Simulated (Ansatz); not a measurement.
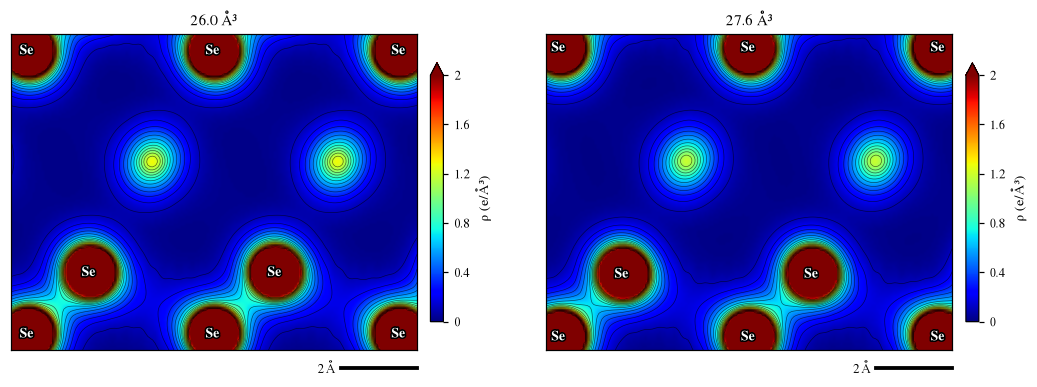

Se. The valence pseudo-density of cells scaled evenly to different volumes (given per atom above each panel), on the (110) plane of each (indices in the axes of the cell below), at one length scale and on one colour scale.

Method: Ansatz 0.2.0, Kohn-Sham DFT of a periodic cell, PBE, Ansatz PAW.

Core electrons are frozen (PAW), and the valence fields are smoothed inside the atomic spheres.

The largest cell:

```
Se
1.0
     4.38401    0.00000    0.00000
    -2.19201    3.79667    0.00000
     0.00000    0.00000    4.98223
Se
3
Direct
  0.78300 0.78300 0.50000
  0.00000 0.21700 0.83333
  0.21700 0.00000 0.16667
```

| volume (Å³/atom) | Se–Se contact in the plane (Å) | ρ at its midpoint (e/Å³) | pressure (GPa) | gap on the mesh (eV) | 
| --- | --- | --- | --- | --- |
| 26.02 | 2.293 | 0.749 | 8.6 | 1.21 | 
| 26.56 | 2.309 | ? | ? | ? | 
| 27.64 | 2.340 | 0.693 | 4.2 | 1.15 | 

> What values belong in the row with question marks?

Over the known rows ln ρ falls by 1.65 per Å of Se–Se distance (the line through the two), which gives 0.729 e/Å³ at 2.309 Å; the calculation gives 0.730 e/Å³. For the pressure, a straight line in volume between the neighbouring rows gives 7.1 GPa; the calculation gives 7.0. For the gap on the mesh, a straight line in volume between the neighbouring rows gives 1.19 eV; the calculation gives 1.19.
